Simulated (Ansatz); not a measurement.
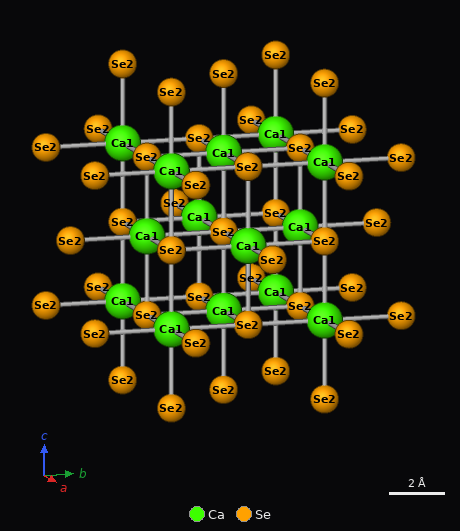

The starting point is a symmetric starting cell of CaSe. Style: ball-and-stick. Shown: the conventional cell (4 times the calculation's cell), slightly off an axis. Lengths and directions refer to the drawn axes.

Computed with DFT PBEsol, scalar-relativistic, plane waves, PAW in Ansatz. Set-up: plane-wave cutoff 420 eV; k-point mesh 8 × 8 × 8; occupations gaussian; smearing width 0.02 eV; no spin polarisation.

Change: The cell is strained by +2.8 % along [1 −1 1] and +5.8 % across it (volume +15.1 %), the atoms keeping their fractional coordinates. No relaxation follows. The starting cell wasn't computed here and needn't be at equilibrium, so pressure and forces aren't due to the change alone.

The input:
```yaml
crystal:
  lattice:
    - [0.0, 3.12771404, 3.12771404]
    - [3.06859404, 0.05912, 3.06859404]
    - [3.12771404, 3.12771404, 0.0]
  atoms:
    - { symbol: Ca, position: [0.0, 0.0, 0.0] }
    - { symbol: Se, position: [0.5, 0.5, 0.5] }
basis:
  ecutwfc: 420
kpoints:
  mp_grid: { grid: [8, 8, 8] }
hamiltonian:
  xc: pbesol
scf:
  occupations: { method: gaussian, width: 0.02 }
output:
  forces: true
  stress: true
  eigenvalues: true
  write_density: true
  write_potential: true
  elf: true
  volumetric_format: npy
```

Launched with:
```bash
ansatz run input.yaml --threads 1 --pin off --max-ram 1331MiB --backend cpu --events-out ev --progress --plain --runs-dir out
```

What does the calculation give for the changed structure?

Answer. Near-neighbour distances before and after: Ca–Se 2.956 → 3.098 Å. The space group (tolerance 0.01 Å) goes from Fm-3m (No. 225) to R-3m (No. 166). The pressure is −6.1 GPa (not all of it need come from the change, since the unchanged cell can be under pressure at this level too). The principal stresses (compression positive) are −5.1 GPa along [1 −1 1] and −6.5 GPa across it. All forces vanish by symmetry.

Drawn alike, the variant:

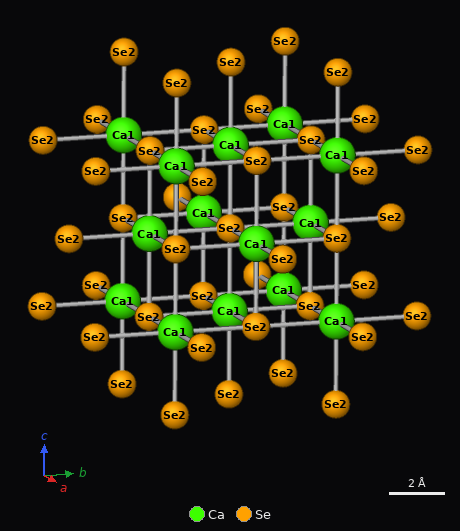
